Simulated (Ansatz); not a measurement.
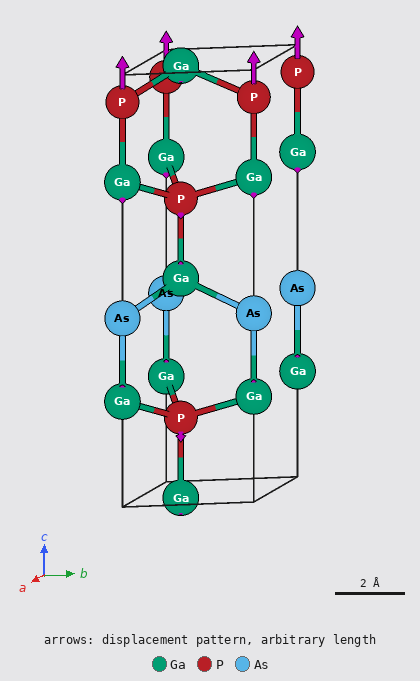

One vibrational mode of solid Ga4AsP3 (a generated structure) at the zone centre. The purple arrows give the relative displacements of the atoms. Style: ball-and-stick. Shown: the cell of the calculation, slightly off an axis.

All numbers below come from Ansatz, DFT PBE, scalar-relativistic, plane waves, PAW. Set-up: plane-wave cutoff 420 eV; k-point mesh 12 × 12 × 2; occupations fixed; no spin polarisation.

Frequencies are those without the non-analytic (LO–TO) term.

Q: Give the symmetry, activity and frequency of this mode.

A: This is the A₁ mode at 356 cm⁻¹, optical level 13 of 14, counted from below, infrared- and Raman-active by symmetry. The As atoms hardly move; all motion is along c; it stretches the shortest Ga–P bonds (2.40 Å); the kinetic energy is shared as P 87 %, Ga 13 %. Its infrared intensity is 0.9 (D/Å)²/amu.
